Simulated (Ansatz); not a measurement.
**A series of single points on Pd**

System: Pd (Fm-3m, 1 atom in the cell).
Method: Kohn-Sham DFT of a periodic cell, PBE with D3(BJ), Ansatz PAW, no spin polarisation (Ansatz 0.2.0).

The 7 runs differ only in the geometry, by an even scaling of the cell at fixed fractional positions. The structure derives from an entry of the Crystallography Open Database.

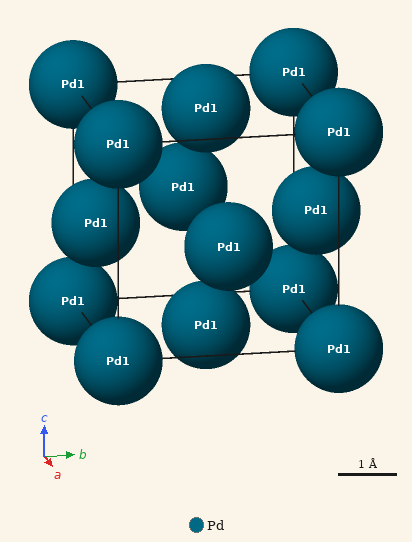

Figure 1. The structure of run 4 (spheres-only view of the cell 4 times as large as that of the calculation, set on its symmetry axes, seen slightly off an axis; atoms are numbered from 1 in the order of the input).

**Input of run 4**
```yaml
crystal:
  lattice:
    - [0.0, 1.9465, 1.9465]
    - [1.9465, 0.0, 1.9465]
    - [1.9465, 1.9465, 0.0]
  atoms:
    - { symbol: Pd, position: [0.0, 0.0, 0.0] }
hamiltonian:
  xc: pbe
  pseudopotentials: { kind: paw }
  dispersion: d3bj
kpoints:
  mp_grid: { grid: [12, 12, 12] }
scf:
  occupations: { method: fermi_dirac, width: 0.05 }
output:
  forces: true
  stress: true
  eigenvalues: true
```

Command:
```bash
ansatz run input.yaml --threads 2 --pin off --max-ram 5120MiB --backend cpu --events-out ev --progress --plain --runs-dir out
```

Run 2 differs from it as follows:
```diff
-    - [0.0, 1.9465, 1.9465]
-    - [1.9465, 0.0, 1.9465]
-    - [1.9465, 1.9465, 0.0]
+    - [0.0, 1.9201927211, 1.9201927211]
+    - [1.9201927211, 0.0, 1.9201927211]
+    - [1.9201927211, 1.9201927211, 0.0]
```

**Results, with one run withheld**

```tsv
run	volume per atom (Å³)	free energy per atom, from the lowest run given (meV)	pressure (GPa)
1	13.865	32.39	13.26
2	14.160	?	?
3	14.455	2.49	3.41
4	14.750	0.00	−0.62
5	15.045	4.47	−4.16
6	15.340	15.06	−7.27
7	15.635	31.03	−10.01
```

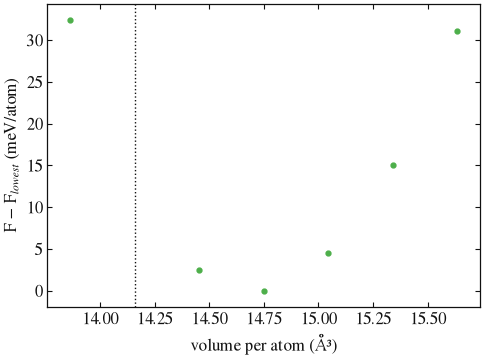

Figure 2. Free energy per atom of the runs given; the dotted line marks run 2.

What should run 2 give?

A cubic polynomial in V^(−2/3) (the Birch–Murnaghan form), fitted to the 6 runs given, misses them by under 0.01 meV per atom. With x = V^(−2/3) − 0.16568 Å⁻², it reads F = 0.54168 − 1346 x + 7.0656e+05 x² + 3.141e+06 x³ (meV per atom). At run 2 it gives 12.93 meV per atom, and the run itself gives 12.91. The slope of the fit gives a pressure −dF/dV of 8.01 GPa there, and the run prints 8.01 GPa. The fit has its minimum at 14.702 Å³ per atom, where V d²F/dV² gives 192 GPa: the bulk modulus at this level, since symmetry fixes the shape and the positions.

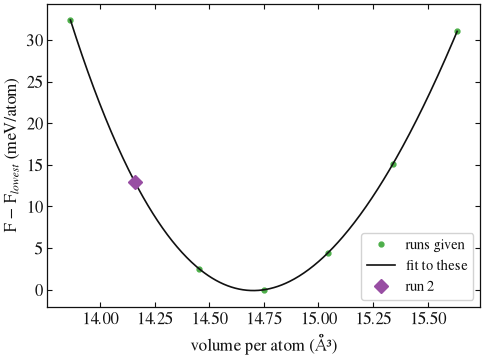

Figure 3. The fit and the withheld run.

**Output, shortened to warnings, some set-up lines, iterations and results (run 2)**
```
Basis set: ecut = 420 eV, 283 PW (Γ), exchange–correlation on 40×40×40 points (8 copies of the dense FFT grid, shifted against one another)
Symmetry: 48 space group operations
k-points: 72 of 1728
Initial density: superposition of atomic densities (neutral atoms: chi_scale 0, normalization atom), corrected by the library's trained network
[...]
SCF iter   1: F=—  HF=-6973.505885 eV  |F-HF|=—  |Δ(HF+E_count)|=         —  Δρ=3.81e-3  dr2=8.44e-4  ethr=1.77e-3  ⟨swp⟩=5.5  Hψ=5409  notcnv=0
SCF iter   2: F=—  HF=-6973.505879 eV  |F-HF|=—  |Δ(HF+E_count)|=   6.59e-6  Δρ=1.88e-3  dr2=1.36e-4  ethr=4.69e-6  ⟨swp⟩=1.3  Hψ=1583  notcnv=0
SCF iter   3: F=—  HF=-6973.505964 eV  |F-HF|=—  |Δ(HF+E_count)|=   8.54e-5  Δρ=4.32e-4  dr2=1.74e-5  ethr=7.56e-7  ⟨swp⟩=1.0  Hψ=948  notcnv=0
SCF iter   4: F=—  HF=-6973.505962 eV  |F-HF|=—  |Δ(HF+E_count)|=   2.15e-6  Δρ=7.48e-5  dr2=3.08e-7  ethr=9.69e-8  ⟨swp⟩=2.0  Hψ=1247  notcnv=0
SCF iter   5: F=-6973.505962 eV  HF=-6973.505962 eV  |F-HF|=1.74e-9  |Δ(HF+E_count)|=   1.07e-7  Δρ=1.20e-5  dr2=5.29e-9  ethr=1.71e-9  ⟨swp⟩=2.0  Hψ=1482  notcnv=0
SCF iter   6: F=-6973.505962 eV  HF=-6973.505962 eV  |F-HF|=5.46e-11  |Δ(HF+E_count)|=  9.61e-10  Δρ=2.69e-6  dr2=2.97e-10  ethr=2.94e-11  ⟨swp⟩=1.5  Hψ=2817  notcnv=0
SCF 1 converged in 6 iterations: F = -6973.505962 eV  dr2 = 2.97e-10
SCF converged after 6 iterations
Free energy (F): -6973.505962 eV
Harris-Foulkes:  -6973.505962 eV  (|F-HF|=5.46e-11)
Internal energy: -6973.487422 eV  (E = F + TS)
E sigma→0 (E₀):  -6973.496692 eV
Entropy (-TS):   -0.018540 eV (-18.540 meV/atom)
Fermi energy:    20.897809 eV
--- Per-component energies (eV) ---
  E_band       = -119.401213
  E_kinetic    = 515.016603
  E_local      = -1691.075378  (includes V_loc(G=0)·N_el)
  E_nonlocal   = 216.962773
  E_hartree    = 690.829599
  E_xc         = -169.377564
  E_vxc        = -212.595605  (∫ρ·V_xc dr)
  E_paw        = -3750.190742  (= ΣΔE_a)
  E_vpaw       = -329.369291  (= ΣTr[D̂ρ^β])
  E_aug_tail   = 0.000198  (compensation charges beyond the density's cutoff)
  E_ewald      = -2784.955596
  E_disp       = -0.697315  (pairwise vdW)
  E_smearing   = -0.018540  (= −TS)
  E_closure    = -0.000000  (closes the sum)
  Σ components = -6973.505962   (vs F -6973.505962, Δ=0.00e0)
--- Forces (eV/Å), atoms counted from 1 ---
  atom   1  Pd    -0.00000000    -0.00000000     0.00000000
  max |Σ_I F_I| component: 9.45e-32 eV/Å
--- Stress (GPa, compression-positive) ---
        8.009727       0.000000      -0.000000
        0.000000       8.009727       0.000000
       -0.000000      -0.000000       8.009727
  P = ⅓ Tr σ = 8.0097 GPa (80.097 kbar)
```
